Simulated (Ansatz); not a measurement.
Structure data:

```
Al Sc N
1.0
    11.62688    0.00000    0.00000
     0.00000    3.24316    0.00000
    -1.68626    0.00000    7.39520
Al Sc N
8 4 12
Direct
  0.05337 0.00000 0.61020
  0.11266 0.00000 0.22476
  0.27655 0.50000 0.55974
  0.44436 0.00000 0.88026
  0.55337 0.50000 0.61020
  0.61266 0.50000 0.22476
  0.77655 0.00000 0.55974
  0.94436 0.50000 0.88026
  0.21436 0.50000 0.94592
  0.39191 0.00000 0.28499
  0.71436 0.00000 0.94592
  0.89191 0.50000 0.28499
  0.35473 0.50000 0.81300
  0.02665 0.50000 0.13677
  0.18284 0.00000 0.48374
  0.23655 0.00000 0.10546
  0.40697 0.50000 0.44714
  0.06368 0.50000 0.74320
  0.85473 0.00000 0.81300
  0.52665 0.00000 0.13677
  0.68284 0.50000 0.48374
  0.73655 0.50000 0.10546
  0.90697 0.00000 0.44714
  0.56368 0.00000 0.74320
```

Question: Say what kind of structure these coordinates give.

Answer: The stoichiometry is ScAl₂N₃. The lattice is base-centred monoclinic and the space group Cm (No. 8). In the cell are 4 Sc, 8 Al, 12 N, which makes 4 formula units. Counting contacts within bonding distance, the coordination numbers are Sc 4, Al 4 and N 4.

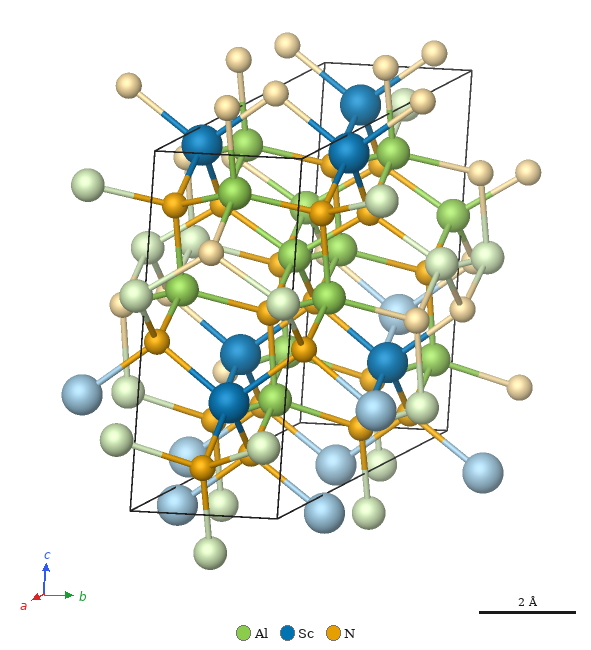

An orthographic ball-and-stick view of the structure, slightly off an axis. The conventional unit cell is drawn as a box. The bonded neighbours beyond the faces are included, in fainter colours.

Origin of the cell: a structure listed in the Materials Project, with elements exchanged, so it need not be a known form of the compound. Earlier steps of the study, as a rule a relaxation of our own, may have changed the cell and positions, so they can lie some per cent off the listed ones. It went into a calculation with Ansatz.
